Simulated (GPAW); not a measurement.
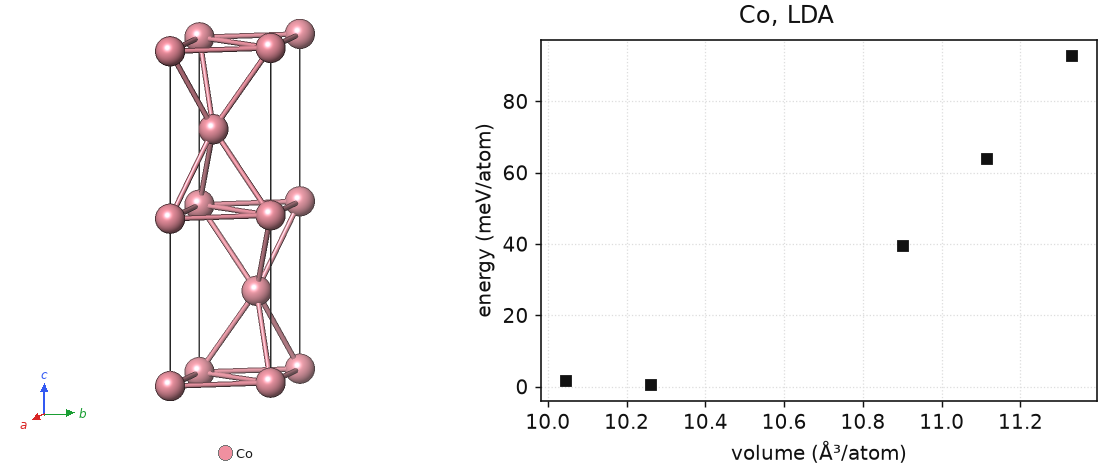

The picture above shows the energy against volume for Co, space group P6_3/mmc (No. 194). The conventional cell is drawn beside the plot.

Cell as given: a = 2.471 Å, b = 2.471 Å, c = 8.088 Å, α = 90.00°, β = 90.00°, γ = 120.00°; 4 atoms.

How it was computed, with GPAW 26.7.0: PAW DFT in plane waves, on a grid or in atomic orbitals, collinear spins; energies at scaled volumes of the given cell, shape and fractions fixed, counted from the fit's minimum, third-order Birch-Murnaghan fit. Level: LDA, collinear spin.

```tsv
setting	value
k mesh	8×8×3
occupations	Fermi–Dirac
smearing width	0.05 eV
potentials	GPAW PAW data sets (gpaw data 1.2.1)
wave cutoff	600 eV
program settings	basis pw
```

The points at volume 10.47 Å³/atom and 10.69 Å³/atom are left out of the plot. What values does the calculation give there?

```
volume (Å³/atom)  energy (meV/atom)
           10.47               7.21
           10.69              20.33
```

Keep in mind: coarse k mesh; shape and atomic fractions are frozen while scaling, which makes layered, chain and framework solids too stiff.
